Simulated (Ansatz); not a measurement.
Consider this structure, B.

Space group R-3m:H (No. 166). a = 2.475 Å, b = 2.475 Å, c = 8.360 Å, α = 90.00°, β = 90.00°, γ = 120.00°
| atom | site | symmetry | x | y | z |
| --- | --- | --- | --- | --- | --- |
| B | 6c | 3m | 0.0000 | 0.0000 | 0.1001 |

It is based on coordinates from a relaxation with Ansatz, DFT PBE, scalar-relativistic, plane waves, PAW; the starting structure was generated, so it need not be a known form of this composition.

Question: Where will the first 4 clear peaks of its X-ray PDF lie (peak width σ = 0.10 Å), and from which pairs do they come?

Answer: 1. 1.78 Å: B–B at 1.67–1.81 Å
2. 2.48 Å: B–B at 2.48 Å
3. 3.06 Å: B–B at 2.99–3.13 Å
4. 3.97 Å: B–B at 3.94–4.15 Å

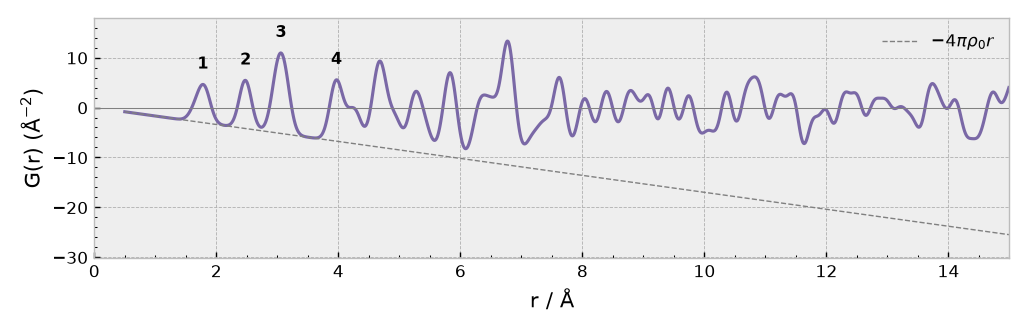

The curve is a calculated X-ray PDF: distances of the static structure, each pair weighted by the product of the atomic numbers (X-ray weights at Q = 0), broadened by Gaussians with σ = 0.10 Å.
